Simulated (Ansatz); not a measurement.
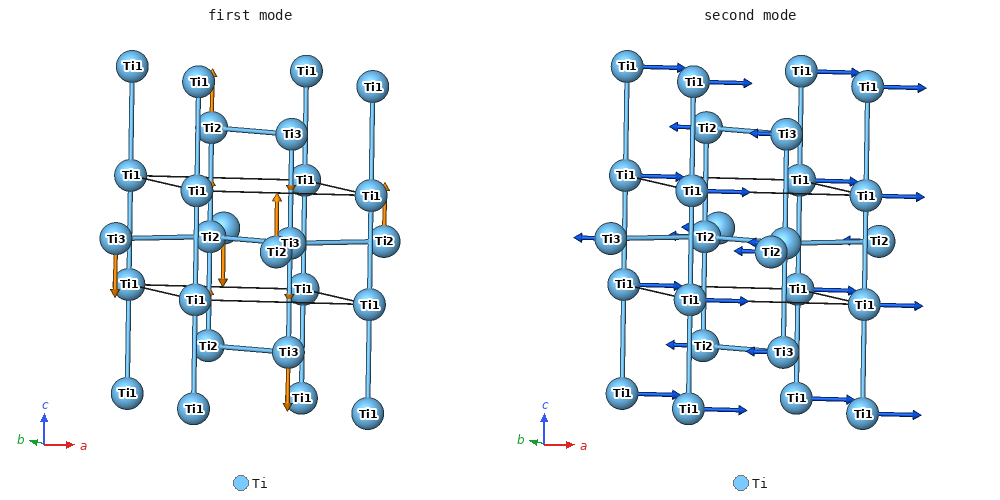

The system is Ti (P6/mmm, No. 191; 3 atoms in the cell); the picture shows the reference structure; its two panels give the patterns of the first and the second mode as arrows. 
- The energy is mapped over two normal modes frozen in (zone-centre modes of the 3-atom cell of this scan).
- First axis: amplitude of mode 4 (136 cm⁻¹), largest displacement. Second axis: amplitude of mode 5 (171 cm⁻¹), largest displacement.
- Nothing is relaxed (the cell and all other modes fixed).
- The scan uses a 7 × 7 grid; 16 points were computed and 33 follow by symmetry.
- Points are written as (first, second).
- Energies are in meV per cell, from the lowest grid point.
- These are results of DFT LDA, scalar-relativistic, plane waves, PAW in Ansatz, not measurements. Settings: cutoff 520 eV, k-mesh 12×12×14 in the order of the run's cell vectors, gaussian smearing 0.15 eV, no spin polarisation.

Its coordinates:

```yaml
crystal:
  lattice:
    - [4.45106, 0.00000, 0.00000]
    - [-2.22553, 3.85473, 0.00000]
    - [0.00000, 0.00000, 2.77044]
  atoms:
    - { symbol: Ti, position: [0.00000, 0.00000, 0.00000] }
    - { symbol: Ti, position: [0.33333, 0.66667, 0.50000] }
    - { symbol: Ti, position: [0.66667, 0.33333, 0.50000] }
```

The input of one point:

```yaml
crystal:
  lattice:
    - [4.4510581778, 0.0, 0.0]
    - [-2.2255290889, 3.8547294557, 0.0]
    - [0.0, 0.0, 2.770439276]
  atoms:
    - { symbol: Ti, position: [0.0, 0.0, 0.0] }
    - { symbol: Ti, position: [0.3333333333, 0.6666666667, 0.5] }
    - { symbol: Ti, position: [0.6666666667, 0.3333333333, 0.5] }
basis:
  ecutwfc: 520.0
kpoints:
  mp_grid: { grid: [12, 12, 14] }
hamiltonian:
  xc: lda
  pseudopotentials: { kind: paw, azcp: { folder: soft_1 } }
scf:
  occupations: { method: gaussian, width: 0.15 }
output:
  forces: true
  stress: true
  eigenvalues: true
```

Range: amplitude of mode 4 (136 cm⁻¹), largest displacement from −0.214 to 0.214 Å; amplitude of mode 5 (171 cm⁻¹), largest displacement from −0.197 to 0.197 Å.

What landscape does the calculation give?

Answer. The lowest grid point is at (0.000 Å, 0.000 Å). It is the only kind of minimum in the scanned range. The highest grid point, (−0.214 Å, −0.197 Å), lies 316 meV above the lowest.

| second ↓, first → | −0.214 | −0.143 | −0.071 | 0.000 | 0.071 | 0.143 | 0.214 |
| --- | --- | --- | --- | --- | --- | --- | --- |
| 0.197 | 316 | 249 | 210 | 198 | 210 | 249 | 316 |
| 0.131 | 220 | 140 | 93 | 78 | 93 | 140 | 220 |
| 0.066 | 172 | 86 | 34 | 17 | 34 | 86 | 172 |
| 0.000 | 158 | 70 | 17 | 0 | 17 | 70 | 158 |
| −0.066 | 172 | 86 | 34 | 17 | 34 | 86 | 172 |
| −0.131 | 220 | 140 | 93 | 78 | 93 | 140 | 220 |
| −0.197 | 316 | 249 | 210 | 198 | 210 | 249 | 316 |

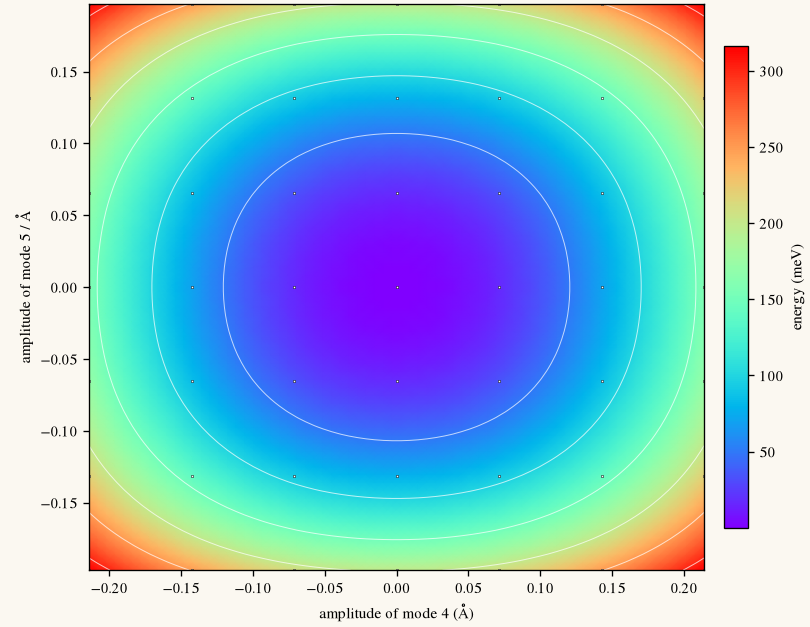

In the figure: a smooth colour map with a few white contour lines, dots at the grid points. Between grid points the surface is interpolated.

The whole map (16 points run) took 15 min on 2 threads of Arm Neoverse N1, on a shared host.
